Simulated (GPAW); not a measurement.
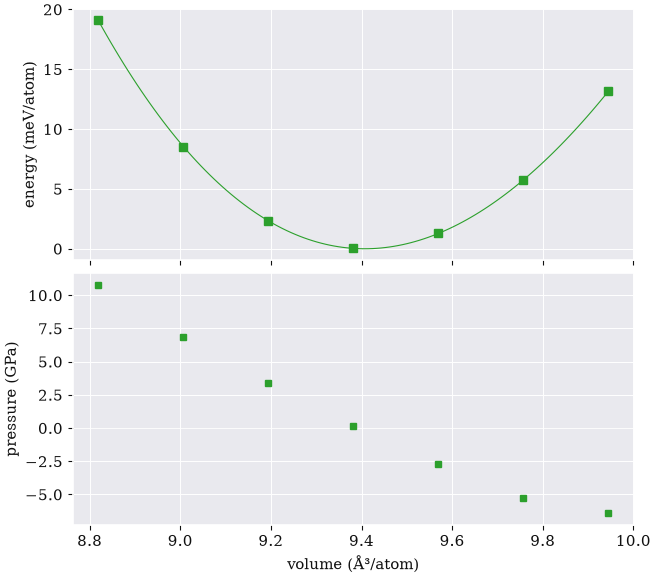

Plotted: energy and pressure against volume for MgO₂, space group Pa-3 (No. 205).

Structure:
```cif
data_structure
_symmetry_space_group_name_H-M 'P 1'
_symmetry_Int_Tables_number 1
_cell_length_a 4.8286
_cell_length_b 4.8286
_cell_length_c 4.8286
_cell_angle_alpha 90.000
_cell_angle_beta 90.000
_cell_angle_gamma 90.000
_cell_volume 112.58
loop_
_atom_site_label
_atom_site_type_symbol
_atom_site_fract_x
_atom_site_fract_y
_atom_site_fract_z
_atom_site_occupancy
Mg1 Mg 0.00000 0.00000 0.00000 1
Mg2 Mg 0.50000 0.00000 0.50000 1
Mg3 Mg 0.50000 0.50000 0.00000 1
Mg4 Mg 0.00000 0.50000 0.50000 1
O1 O 0.58942 0.91058 0.08942 1
O2 O 0.91058 0.08942 0.58942 1
O3 O 0.08942 0.58942 0.91058 1
O4 O 0.41058 0.41058 0.41058 1
O5 O 0.58942 0.58942 0.58942 1
O6 O 0.91058 0.41058 0.08942 1
O7 O 0.08942 0.91058 0.41058 1
O8 O 0.41058 0.08942 0.91058 1
```

Method: PAW DFT in plane waves, on a grid or in atomic orbitals, no spin polarisation; energies at scaled volumes of the given cell, shape and fractions fixed, counted from the fit's minimum, third-order Birch-Murnaghan fit (GPAW 26.7.0). Level: AM05 with D4.

- k mesh: 4×4×4
- occupations: Fermi–Dirac
- smearing width: 0.05 eV
- potentials: PAW data sets made by gpaw setup for the functional
- wave cutoff: 800 eV
- program settings: basis pw

Q: What equilibrium volume and bulk modulus follow from the curve?

A: A third-order Birch–Murnaghan fit gives V0 = 9.41 Å³/atom, B0 = 150 GPa and B′ = 3.8.

Q: What does the pressure do across the range?

A: It falls from 10.79 GPa at volume 8.8189 Å³/atom to −6.41 GPa at 9.9447 Å³/atom, and changes sign near 9.39 Å³/atom.

Limits of the calculation: coarse k mesh; shape and atomic fractions are frozen while scaling, which makes layered, chain and framework solids too stiff.
